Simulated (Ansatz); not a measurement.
Here is a crystal structure:

```cif
data_structure
_symmetry_space_group_name_H-M 'P 1'
_symmetry_Int_Tables_number 1
_cell_length_a 2.4378
_cell_length_b 2.4378
_cell_length_c 6.0094
_cell_angle_alpha 90.000
_cell_angle_beta 90.000
_cell_angle_gamma 120.000
_cell_volume 30.93
loop_
_atom_site_label
_atom_site_type_symbol
_atom_site_fract_x
_atom_site_fract_y
_atom_site_fract_z
_atom_site_occupancy
C1 C 0.00000 0.00000 0.25000 1
C2 C 0.00000 0.00000 0.75000 1
C3 C 0.33333 0.66667 0.25000 1
C4 C 0.66667 0.33333 0.75000 1
```

Q: Interpret the file: composition, symmetry and coordination.

A: The element is carbon. The space group is P6_3/mmc (No. 194); the lattice is primitive hexagonal. Among the common structure types it is graphite type. The cell holds four atoms. C is coordinated by three C in a trigonal planar arrangement at 1.41 Å. The bonds build C layers parallel to (001).

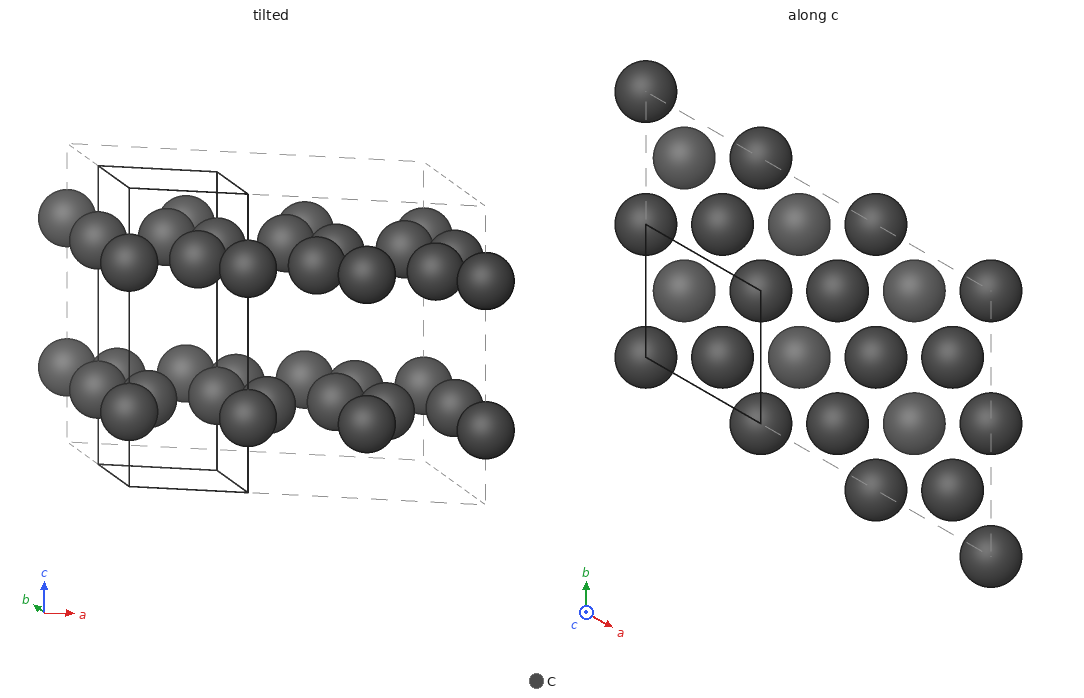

The crystal in a spheres-only representation, seen slightly off an axis and along the c axis. A 3×2×1 array of cells is drawn; the conventional unit cell has the solid edges.

The initial geometry was a structure listed in the Materials Project. It was relaxed with Ansatz 0.2.0, DFT r2SCAN, scalar-relativistic, plane waves, PAW under a constraint or pressure on the cell, so some stress remains.

At this level of theory the cell isn't at rest (compressed, at 10 GPa), so its distances can differ from those at equilibrium, the more so the softer the solid.
